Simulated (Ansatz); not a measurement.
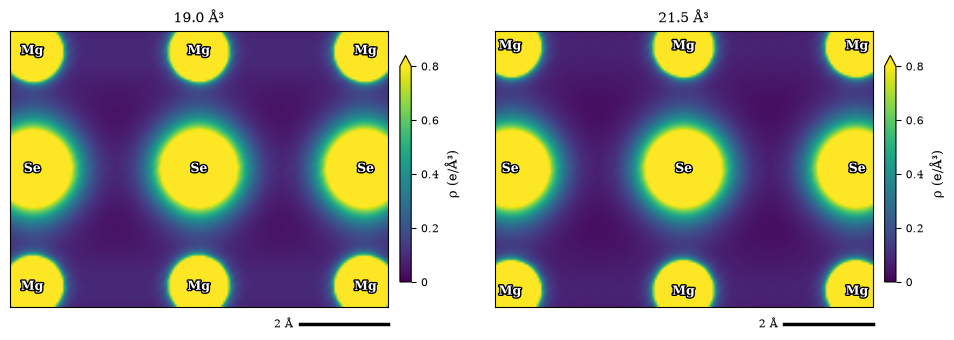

MgSe. The valence electron density of cells scaled evenly to different volumes (given per atom above each panel), on the (011̄) plane of each (indices in the axes of the cell below), at one length scale and on one colour scale.

All numbers below come from Kohn-Sham DFT of a periodic cell, SVWN5 with D3(BJ), Ansatz PAW small core in Ansatz.

Core electrons are frozen (PAW), and the valence fields are smoothed inside the atomic spheres.

The largest cell:

```
CELL_PARAMETERS angstrom
0.00000 2.77895 2.77895
2.77895 0.00000 2.77895
2.77895 2.77895 0.00000
ATOMIC_POSITIONS crystal
Se 0.50000 0.50000 0.50000
Mg 0.00000 0.00000 0.00000
```

| volume (Å³/atom) | Mg–Se contact in the plane (Å) | ρ at its midpoint (e/Å³) | pressure (GPa) | gap on the mesh (eV) | 
| --- | --- | --- | --- | --- |
| 19.03 | 2.670 | 0.275 | −1.3 | 1.76 | 
| 21.06 | 2.761 | ? | ? | ? | 
| 21.46 | 2.779 | 0.234 | −7.9 | 1.57 | 

Estimate the missing row, and compare with the calculation.

Over the known rows ln ρ falls by 1.48 per Å of Mg–Se distance (the line through the two), which gives 0.240 e/Å³ at 2.761 Å; the calculation gives 0.241 e/Å³. For the pressure, a straight line in volume between the neighbouring rows gives −6.8 GPa; the calculation gives −7.1. For the gap on the mesh, a straight line in volume between the neighbouring rows gives 1.60 eV; the calculation gives 1.60.
